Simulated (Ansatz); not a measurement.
Input file:

```
crystal:
  lattice:
    - [5.755338447, 0.0, 0.0]
    - [-2.8776692235, 4.9842693025, 0.0]
    - [0.0, 0.0, 4.6541380974]
  atoms:
    - { symbol: Ti, position: [0.8547832544, 0.1824230354, 0.2686031449] }
    - { symbol: Ti, position: [0.6604227485, 0.8302113742, 0.75] }
    - { symbol: Ti, position: [0.8302113742, 0.6604227485, 0.25] }
    - { symbol: Ti, position: [0.1697886258, 0.8302113742, 0.75] }
    - { symbol: Ti, position: [0.3395772515, 0.1697886258, 0.25] }
    - { symbol: Ti, position: [0.1697886258, 0.3395772515, 0.75] }
    - { symbol: Al, position: [0.3333333333, 0.6666666667, 0.25] }
    - { symbol: Al, position: [0.6666666667, 0.3333333333, 0.75] }
basis:
  ecutwfc: 420
kpoints:
  mp_grid: { grid: [12, 12, 8] }
hamiltonian:
  xc: pbe
scf:
  occupations: { method: gaussian, width: 0.15 }
output:
  forces: true
  stress: true
  eigenvalues: true
  write_density: true
  write_potential: true
  elf: true
  volumetric_format: npy
```

Command:

```sh
ansatz run input.yaml --threads 2 --pin off --max-ram 5120MiB --backend cpu --events-out ev --progress --plain --runs-dir out
```

Below, planes, directions and counts refer to the conventional cell (a = 4.65 Å, b = 5.76 Å, c = 5.76 Å, α = 120.00°, β = 90.00°, γ = 90.00°).

Space group P1; changed on purpose from its base cell (atom 1 (Ti) moved -0.150 A towards its neighbour atom 4 (Ti) at 4.032 A); not relaxed (largest force 1.1 eV/Å); computed without spin polarisation.

The calculation used DFT PBE, scalar-relativistic, plane waves, PAW (Ansatz 0.2.0).

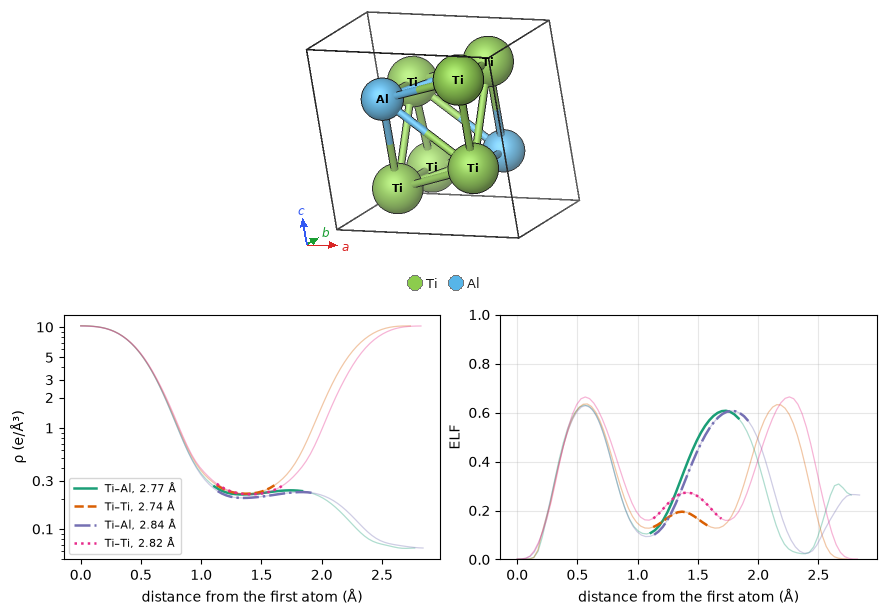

Ti3Al. Valence charge density (pseudo) and electron localisation function along straight lines between neighbouring atoms. Thin, pale parts lie inside the atomic spheres. The structure is drawn too.

The density is the valence pseudo-density of a PAW calculation; it isn't the true density close to the nuclei.

### What can be read from the curves?

Ti–Al (2.77 Å): ρ at the midpoint is about 0.22 e/Å³; the ELF is about 0.35 at the midpoint.
Ti–Ti (2.74 Å): ρ is about 0.22 e/Å³ halfway; the ELF is about 0.20 at the midpoint; no shared electron pair shows on this line.
Ti–Al (2.84 Å): the density is about 0.2 e/Å³ at the midpoint; the ELF is about 0.35 at the midpoint.
Ti–Ti (2.82 Å): ρ at the midpoint is about 0.22 e/Å³; the ELF is about 0.25 at the midpoint; no localised pair shows between them.
